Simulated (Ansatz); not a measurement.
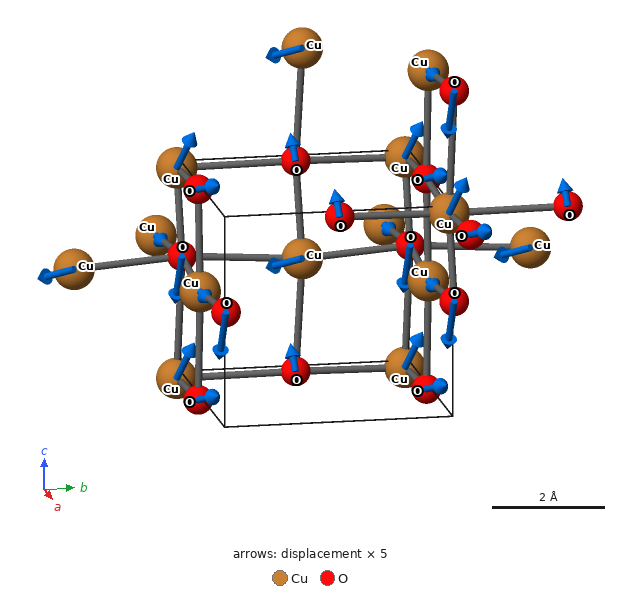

This is a relaxation of a crystal of CuO (set up in P1). The starting structure is drawn; blue arrows show the displacements (the part carried along by the change of the cell is left out), magnified 5 times.

Style: ball-and-stick. Shown: the cell of the calculation, slightly off an axis.

The run lets cell and atoms move, from this start: all atoms moved at random, sigma 0.1 A a component.

Method: Kohn-Sham DFT of a periodic cell, r2SCAN, Ansatz PAW (Ansatz).

Input
```yaml
crystal:
  lattice:
    - [4.160937, 0.0, 0.0]
    - [0.0, 4.160937, 0.0]
    - [0.0, 0.0, 3.887643]
  atoms:
    - { symbol: Cu, position: [0.97755288, 0.9881666, 0.96033058] }
    - { symbol: Cu, position: [0.03966959, 0.52611003, 0.51816729] }
    - { symbol: Cu, position: [0.48115974, 0.99341849, 0.50592346] }
    - { symbol: O, position: [0.0110367, 0.50281741, 0.97548] }
    - { symbol: O, position: [0.46135738, 0.9887535, 0.98674171] }
    - { symbol: O, position: [0.02922369, 0.00073396, 0.55335695] }
hamiltonian:
  xc: r2scan
  pseudopotentials: { kind: paw }
kpoints:
  mp_grid: { grid: [7, 7, 7] }
scf:
  occupations: { method: fermi_dirac, width: 0.05 }
output:
  forces: true
  stress: true
  eigenvalues: true
  write_density: true
  write_potential: true
  elf: true
  volumetric_format: npy
relax:
  f_tol: 0.01
  max_steps: 40
  cell: { stress_tol: 0.05, p_target: 10.0 }
```

Run as
```bash
ansatz run input.yaml --threads 2 --pin off --max-ram 5632MiB --backend cpu --events-out ev --progress --plain --runs-dir out
```

Q: What happened in the run?

A: The atom that moves furthest relative to the cell is an O atom (0.24 Å along [−1 0 −2]). Largest moves by element: O 0.24 Å, Cu 0.20 Å. The drawn cell changes as follows: a = b 4.161 → 3.984 Å (−4.3 %), c 3.888 → 3.849 Å (−1.0 %); the volume changes by −9.2 %. Among the contacts that change: Cu–O 2.316 → 1.925 Å, Cu–O 1.598 → 1.925 Å, Cu–O 2.288 → 1.992 Å, Cu–O 2.191 → 1.992 Å. Bond angles that change, for instance: Cu–O–Cu 166.6° → 180.0°, O–Cu–O 166.6° → 180.0°, Cu–O–Cu 103.3° → 90.0°. The space group (tolerance 0.01 Å) goes from P1 (No. 1) to P4/mmm (No. 123). Over 5 accepted moves (7 points after the start) the energy falls by 314 meV per atom. With the target pressure of 10 GPa, the enthalpy E + pV changes by −379 meV per atom. The largest force component goes from 9.7 to 0.00016 eV/Å. The pressure goes from 9.94 to 10.00 GPa. The SCF was repeated twice at an unchanged geometry on a basis and grid sized afresh for the cell, which shifted the energy by 0.9 meV per atom at most. The run took 9.8 min on 2 threads of Arm Neoverse V1, on a shared host, peak memory 0.78 GiB.

Limits of the set-up: an element that often carries a moment was run without spin polarisation.
